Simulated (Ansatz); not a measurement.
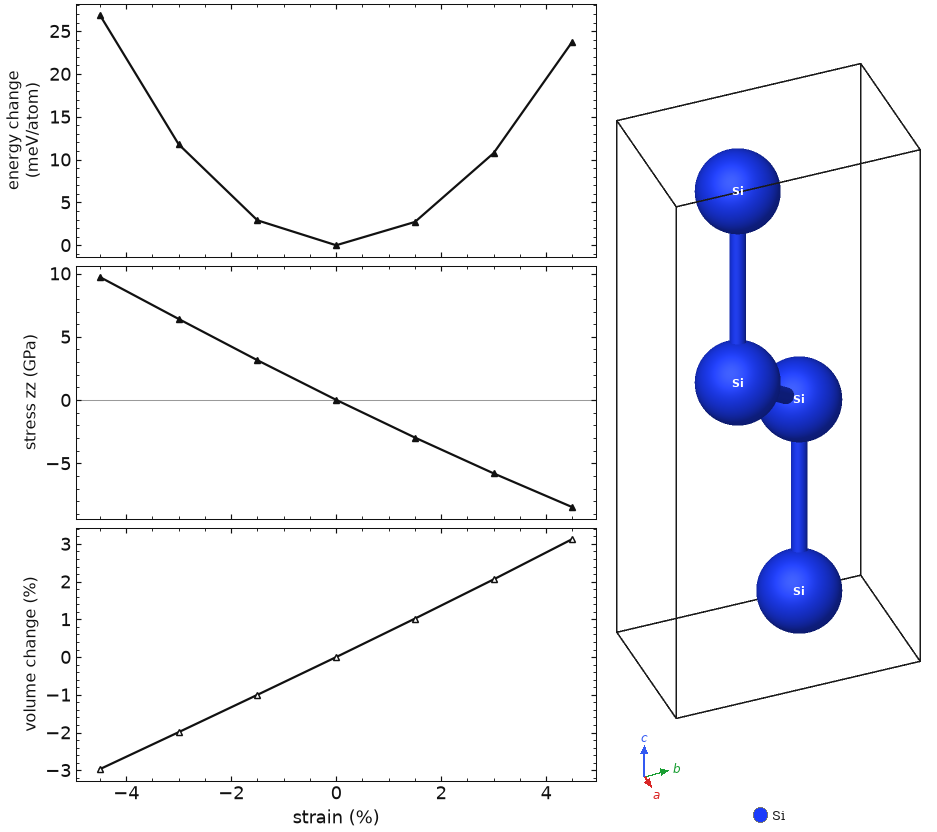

Plotted: energy change, stress zz and volume change against strain for Si, space group P6_3/mmc (No. 194). The cell is drawn beside the plot.

Cell as given: a = 3.802 Å, b = 3.802 Å, c = 6.289 Å, α = 90.00°, β = 90.00°, γ = 120.00°; 4 atoms.

Calculation (Ansatz 0.2.0): energy, stress and cell of a relaxed crystal along a series of strains, atoms and what the cell freedom names relaxed within the symmetry; stress is positive in compression; plane waves with PAW datasets, Γ-centred k mesh; energies extrapolated to zero smearing. Level: LDA, no spin polarisation.

```csv
setting,value
wave cutoff,420 eV
k mesh,12×12×6
occupations,Gaussian
smearing width,0.02 eV
strain kind,uniaxial along c
cell freedom,"lengths a and b free, angles held"
```

Question: Is the given structure stable along this path?

Answer: Yes: the energy rises on both sides of the starting structure, which is therefore a minimum along this path.

Question: How does the stress zz vary with strain?

Answer: It falls from 9.72 GPa at strain −4.5 % to −8.46 GPa at 4.5 %, and changes sign near 0.0 %.

Question: What does the volume change do across the range?

Answer: It rises from −2.97 % at strain −4.5 % to 3.13 % at 4.5 %.

Keep in mind: a crossing between the sampled k points may be missed; narrow smearing for a metal.
